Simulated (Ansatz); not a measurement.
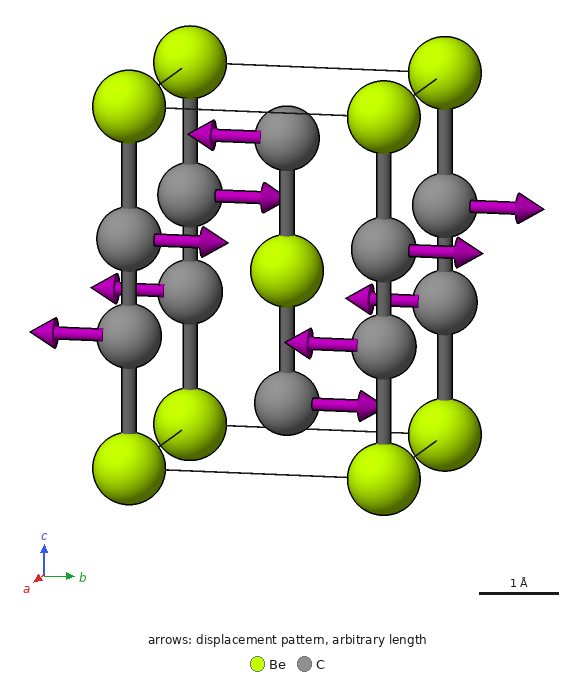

Lattice vibrations of solid BeC$_{2}$ (a generated structure) relaxed at 14 GPa, space group I4/mmm (No. 139), at the zone centre. The optical levels lie at 459i (×2), 451 (×2), 1072, 1948 cm⁻¹. One mode is drawn. The purple arrows are the displacements of the atoms (eigenvector over the root of the mass), of arbitrary overall length and sign. A ball-and-stick model of the conventional cell (2 times the calculation's cell), seen slightly off an axis. Lengths and directions refer to the drawn axes.

Level of theory: DFT PBE, scalar-relativistic, plane waves, PAW (Ansatz 0.2.0). Settings: plane-wave cutoff 420 eV; k-point mesh 8 × 8 × 8; occupations fixed; target pressure 14 GPa; no spin polarisation.

Frequencies are those without the non-analytic (LO–TO) term.

Which of these frequencies is the drawn mode's?

The level at 451 cm⁻¹. This is the E_g mode (doubly degenerate; one member of the set is drawn), optical level 2 of 4, counted from below (1 lower level is imaginary, so the structure is unstable), Raman-active by symmetry. The Be atoms stay at rest; all motion is along b; atoms of one kind move against one another, with no net shift of their sublattice; the Be–C, C–C bond lengths don't change to first order, so for these it is a bending, tilting or sliding motion.
